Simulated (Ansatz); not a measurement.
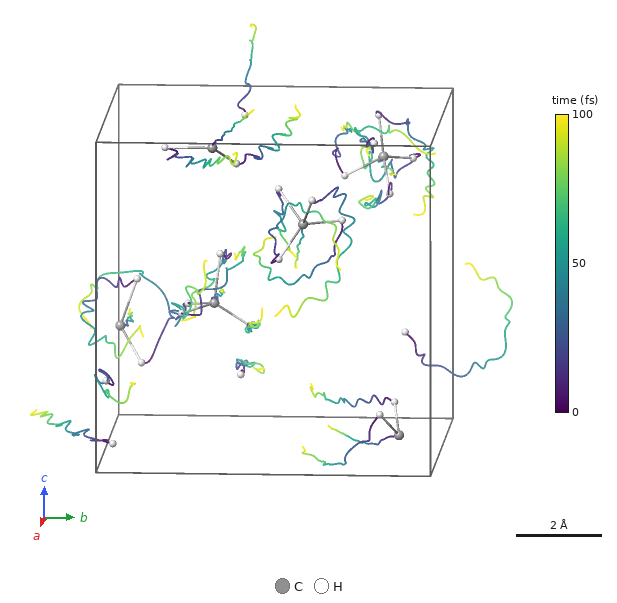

A Born-Oppenheimer molecular dynamics run of a periodic cell with 6 CH4 at 0.325 g/cm³, 100 fs long. It starts from the last geometry of an earlier run, with fresh velocities. Lines trace each atom's path, coloured by time; spheres stand at the starting positions. Seen from a free direction in the simulation cell.

Theory: DFT PBE-D3(BJ), scalar-relativistic, plane waves, PAW (Ansatz 0.2.0). Set-up: plane-wave cutoff 420 eV; k-point mesh 1 × 1 × 1; Fermi-Dirac smearing 0.02 eV; low-accuracy preset; Nosé-Hoover thermostat (NVT); set temperature 1500 K; time step 0.5 fs; thermostat time 5.0 fs.

> What do the traces tell about the motion?

In the second half of the run the atoms are, in the root-mean-square, this far from where they began (common drift taken out): H 1.86 Å, C 1.12 Å. The molecules turn and drift from their places. The conserved quantity stays between −0.68 and 0.56 meV per atom of its start. A straight-line fit has a slope that amounts to +0.031 meV per atom over 100 fs (under 0.1 % of the mean kinetic energy), and the ripple about it is 1.3 % of the kinetic energy's fluctuation. With a drift under 2 % and a ripple under 7 %, the integration is accurate. The thermostat's time constant is so short that it disturbs the motion.

Limits of the set-up: the program's low-accuracy preset was used; the periodic images lie only 7.9 Å apart, so the values are limited by the cell's size.
